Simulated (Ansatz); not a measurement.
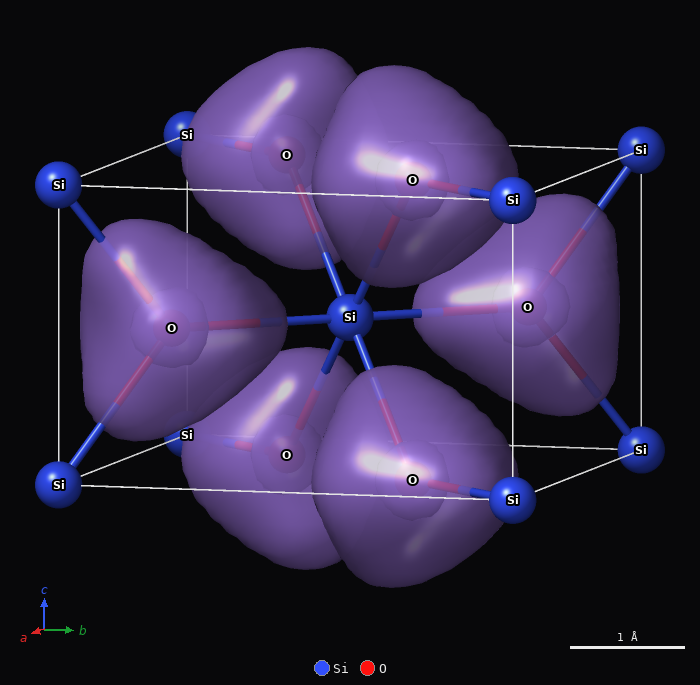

SiO2. Isosurface of the electron localisation function at 0.65 (purple), seen slightly off an axis. Only the valence region is drawn (cores and ρ < 0.01 e/Å³ removed). Sticks mark near contacts.

Space group Pnnm; a structure from a database of computed crystals, not necessarily the ambient phase; changed on purpose from its base cell (strain -0.0400 x Voigt [0, 1, 0, 0, 0, 0], atoms carried along); not relaxed (largest force 0.4 eV/Å); computed pressure about 14 GPa in this cell.

The calculation used DFT r2SCAN, scalar-relativistic, plane waves, PAW (Ansatz).

Core electrons are frozen (PAW), and the valence fields are smoothed inside the atomic spheres.

The calculation's input:

```
crystal:
  lattice:
    - [4.1854060871, 0.0, 0.0]
    - [0.0, 4.0179898436, 0.0]
    - [0.0, 0.0, 2.6687449852]
  atoms:
    - { symbol: Si, position: [0.5, 0.5, 0.5] }
    - { symbol: Si, position: [0.0, 0.0, 0.0] }
    - { symbol: O, position: [0.6938852015, 0.6938852015, 0.0] }
    - { symbol: O, position: [0.1938852015, 0.8061147985, 0.5] }
    - { symbol: O, position: [0.3061147985, 0.3061147985, 0.0] }
    - { symbol: O, position: [0.8061147985, 0.1938852015, 0.5] }
basis:
  ecutwfc: 500
kpoints:
  mp_grid: { grid: [6, 6, 8] }
hamiltonian:
  xc: r2scan
scf:
  occupations: { method: gaussian, width: 0.05 }
output:
  forces: true
  stress: true
  eigenvalues: true
  write_density: true
  write_potential: true
  elf: true
  volumetric_format: npy
```

Run with:

```sh
ansatz run input.yaml --threads 1 --pin off --max-ram 2560MiB --backend cpu --events-out ev --progress --plain --runs-dir out
```

Below, planes, directions and counts refer to the conventional cell (a = 4.02 Å, b = 4.19 Å, c = 2.67 Å, α = 90.00°, β = 90.00°, γ = 90.00°).

Identify the bonds, lone pairs and shells in this picture.

Answer. The ELF exceeds this value in four regions on O in which the atom's valence shell and bonds are merged, counted in one cell of 6 atoms. Any copies at cell faces, edges or corners count once.

Values along the shortest contacts:
Si–O (1.75 Å): the ELF peaks at about 0.85 between the atoms.

Does the calculation give a band gap?

Answer. It is gapped, with a Kohn–Sham gap of 7.2 eV on the k-point mesh, an upper bound to the gap of this method.
